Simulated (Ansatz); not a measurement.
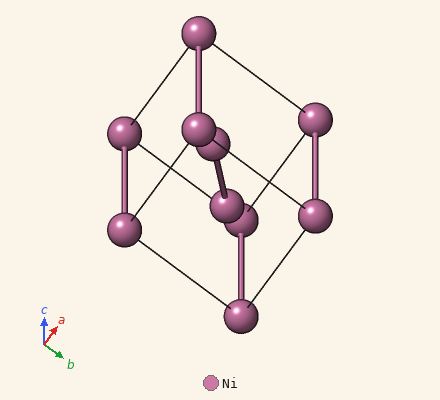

The structure; the drawing may span several cells.

Structure (in its standard cell), the geometry relaxed with DFT PBEsol, scalar-relativistic, plane waves, PAW (Ansatz); the starting structure was generated, so it need not be a known form of this composition:

Space group P6/mmm (No. 191). a = 3.927 Å, b = 3.927 Å, c = 2.379 Å, α = 90.00°, β = 90.00°, γ = 120.00°
| atom | site | symmetry | x | y | z |
| --- | --- | --- | --- | --- | --- |
| Ni | 1a | 6/mmm | 0.0000 | 0.0000 | 0.0000 |
| Ni | 2d | -6m2 | 0.3333 | 0.6667 | 0.5000 |

Predict the [210] zone-axis pattern (300 kV, kinematic, B = 1 Å²).

The spots form a rectangular net whose two shortest vectors correspond to d = 2.38 Å and 1.96 Å, 90.0° apart. They are 0 0 1 and 1 -2 0. The pattern has symmetry 2mm. No reflection of this zone is absent.

Strongest reflections with d > 0.80 Å, one of each family (|F|² from tabulated Gaussian fits of the electron scattering factors, times a small damping for the curvature of the Ewald sphere):

```csv
hkl,d (Å),I (strongest = 100)
1 -2 0,1.963,100
0 0 2,1.190,30
1 -2 2,1.017,18
2 -4 0,0.982,16
0 0 1,2.379,16
1 -2 1,1.514,6
```

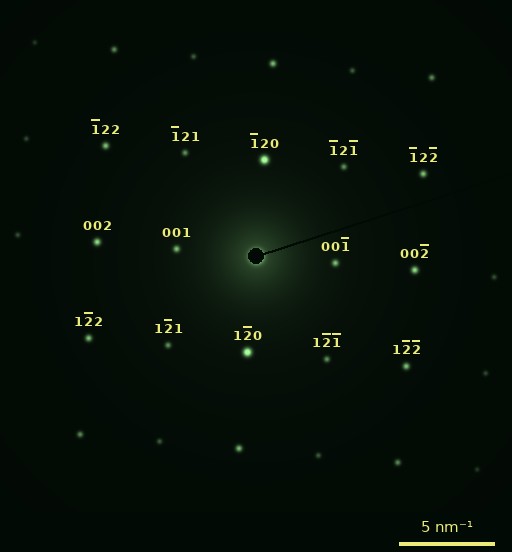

Calculated pattern, seen from the source side with [210] pointing towards the source.
